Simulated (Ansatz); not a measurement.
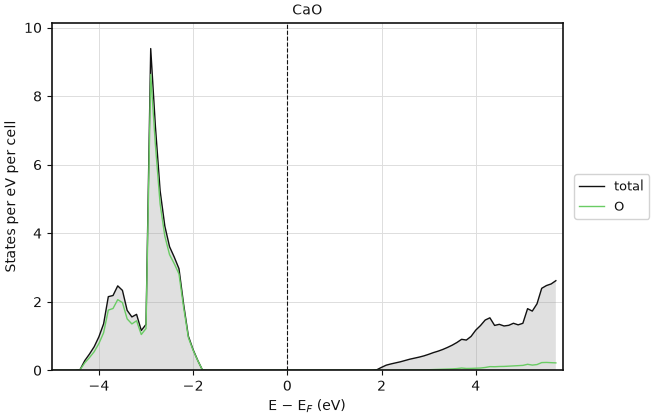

Density of states. Energies are counted from the Fermi level. The partial curves are projected on Löwdin-orthogonalised atomic shells; they sum to less than the total at higher energies, where shells without a projector contribute.

Calculation on CaO, space group Fm-3m, 2 atoms in the cell.

Computed with Ansatz 0.2.0: DFT PBE, scalar-relativistic, plane waves, PAW, no spin polarisation, 8×8×8 k mesh, Gaussian smearing of 0.02 eV.

Q: Is there a gap at the Fermi level, and how wide?

A: There is a gap; over the k points computed it is 3.66 eV.

Q: Where is the tallest peak in the window, and which states make it?

A: The tallest peak in the window is at −2.9 eV; by projected weight it is O almost alone.
